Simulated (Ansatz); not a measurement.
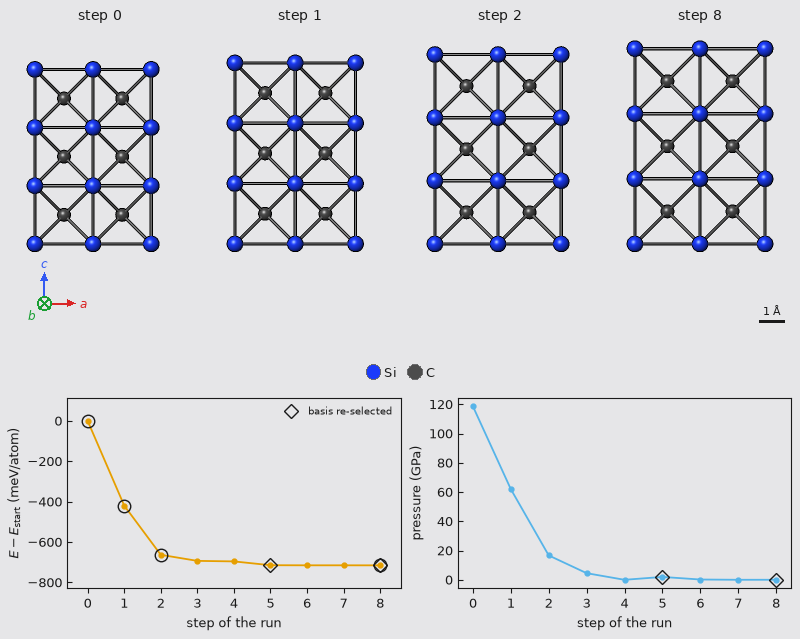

Frames of a relaxation of solid SiC (built on the CsCl type), marked on the history of the run. A ball-and-stick model of the cell of the calculation, repeated 2 × 1 × 3 with one cell outlined, seen along the b axis.

All numbers below come from Ansatz, DFT, PBE, plane waves, PAW.

Input
```yaml
crystal:
  lattice:
    - [2.3636662286, 0.0, 0.0]
    - [0.0, 2.3636662286, 0.0]
    - [0.0, 0.0, 2.3636662286]
  atoms:
    - { symbol: Si, position: [0.0, 0.0, 0.0] }
    - { symbol: C, position: [0.5, 0.5, 0.5] }
kpoints:
  mp_grid: { grid: [10, 10, 10] }
hamiltonian:
  xc: pbe
scf:
  occupations: { method: fermi_dirac, width: 0.02 }
relax:
  f_tol: 0.005
  cell: {}
```

Launched with:
```bash
ansatz run input.yaml --threads 2 --pin off --max-ram 2211MiB --backend cpu --events-out ev --progress --plain --runs-dir out
```

What happens along the run?

The atoms keep their places relative to the cell (all moves are under 0.005 Å). Cell: a = b = c 2.364 → 2.644 Å (+11.9 %). Volume +40.0 %. Near-neighbour distances that change, for instance: Si1–Si1 2.364 → 2.644 Å, Si1–C2 2.047 → 2.290 Å. The space group stays Pm-3m (No. 221). Over 6 accepted moves (8 points after the start) the energy falls by 715 meV per atom. All forces vanish by symmetry, so only the cell relaxes. Pressure: 118.55 GPa at the start and 0.02 GPa at the end. The SCF was repeated twice at an unchanged geometry on a basis and grid sized afresh for the cell, which shifted the energy by 18.8 meV per atom at most. From step 0 to 1: volume +11.6 %, energy −419 meV per atom. From step 1 to 2: volume +14.5 %, energy −244 meV per atom. From step 2 to 8: volume +9.6 %, energy −52.2 meV per atom.

| step | E − E(0), meV/atom | pressure, GPa | volume, Å³/atom | note |
| --- | --- | --- | --- | --- |
| 0 | 0.00 | 118.55 | 6.603 |  |
| 1 | -419.38 | 61.95 | 7.369 |  |
| 2 | -663.06 | 16.65 | 8.437 |  |
| 3 | -693.10 | 4.52 | 8.910 |  |
| 4 | -695.73 | -0.01 | 9.131 |  |
| 5 | -714.56 | 1.95 | 9.131 | same geometry, new basis |
| 6 | -715.07 | 0.18 | 9.235 |  |
| 7 | -715.06 | 0.00 | 9.246 |  |
| 8 | -715.27 | 0.02 | 9.246 | same geometry, new basis |
